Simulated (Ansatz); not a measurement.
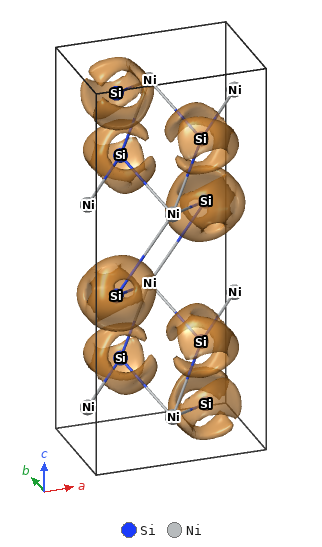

*SiNi. Isosurface of the ELF at 0.65 (orange), seen at an oblique angle. Core shells and regions of very low density are left out. Sticks mark near contacts.*

Space group P2₁/m; not relaxed (largest force 1.1 eV/Å); computed pressure about −5 GPa in this cell; computed without spin polarisation.

The calculation used Ansatz 0.2.0, DFT PBEsol, scalar-relativistic, plane waves, PAW.

Core electrons are frozen (PAW), and the valence fields are smoothed inside the atomic spheres.

```
CELL_PARAMETERS angstrom
-5.08783 0.00000 0.00000
0.00000 -3.35777 0.00000
0.00000 0.00000 11.80566
ATOMIC_POSITIONS crystal
Si 0.67857 0.25000 0.27465
Si 0.67857 0.25000 0.80641
Si 0.82143 0.75000 0.57229
Si 0.82143 0.75000 0.04053
Si 0.17857 0.25000 0.42771
Si 0.17857 0.25000 0.95947
Si 0.32143 0.75000 0.72535
Si 0.32143 0.75000 0.19359
Ni 0.99070 0.75000 0.32186
Ni 0.99070 0.75000 0.85362
Ni 0.50930 0.25000 0.61951
Ni 0.50930 0.25000 0.08774
Ni 0.49070 0.75000 0.38049
Ni 0.49070 0.75000 0.91226
Ni 0.00930 0.25000 0.67814
Ni 0.00930 0.25000 0.14638
```

> Describe the localisation domains.

At this value the surface marks out eight regions wrapped around Si (the valence shell of each), counted in one cell of 16 atoms. Any copies at cell faces, edges or corners count once. Profiles from the grid: Si–Ni (2.26 Å): the ELF peaks at about 0.70 in the valence shell of Si, 0.8 Å from its nucleus, and is about 0.50 at the midpoint. Si–Ni (2.37 Å): the ELF peaks at about 0.70 in the valence shell of Si, 0.9 Å from its nucleus, and is about 0.50 at the midpoint.
